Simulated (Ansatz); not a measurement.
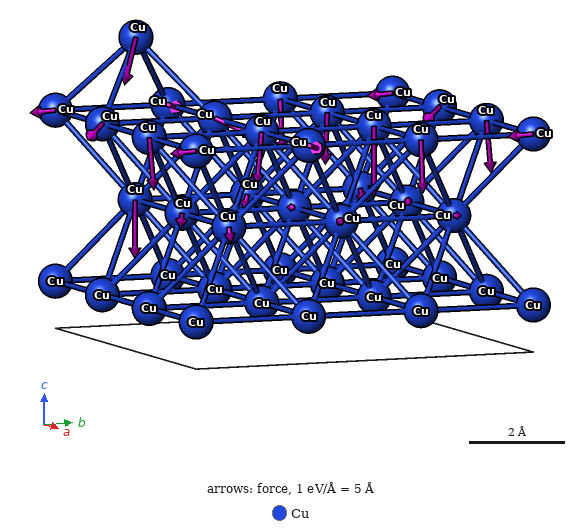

Starting geometry of a slab of composition Cu with the computed forces as purple arrows. The picture is a ball-and-stick view of the cell of the calculation, outlined in the plane, without the vacuum, seen slightly off an axis.

It is Cu on Cu(100), set down by a guess. The run prepares an end point of a later path (adatom hop) calculation, from a guessed geometry. 9 atoms are held fixed.

Method: DFT PBE, scalar-relativistic, plane waves, PAW (Ansatz 0.2.0). Set-up: plane-wave cutoff 420 eV; k-point mesh 3 × 3 × 1; occupations gaussian; smearing width 0.1 eV; no spin polarisation; atoms relaxed in a fixed cell; force threshold 0.02 eV/Å; at most 60 steps.

Question: Is this structure relaxed? If not, where do the atoms go?

Answer: It isn't relaxed: the largest force vector, on a Cu atom, is 0.30 eV/Å. The atoms end up moving mostly along the starting forces (cosine between the two patterns 0.85). The energy falls by 0.124 eV per cell of the calculation in 2 accepted moves (3 points after the start). Largest force component: 0.3 eV/Å at the start, 0.008 eV/Å at the end. 1 step only repeated the SCF at the same geometry. The atom that moves furthest is a Cu atom (0.14 Å at 8° to the normal (−c side)). The lattice vectors keep their values. Some distances before and after: Cu–Cu 2.567 → 2.523 Å, Cu–Cu 2.567 → 2.610 Å, Cu–Cu 2.458 → 2.419 Å, Cu–Cu 2.437 → 2.419 Å. Among the angles between lasting bonds that change: Cu–Cu–Cu 96.0° → 99.5°, Cu–Cu–Cu 63.3° → 65.3°.

Limits of the set-up: the periodic images lie only 7.7 Å apart, so the values are limited by the cell's size.
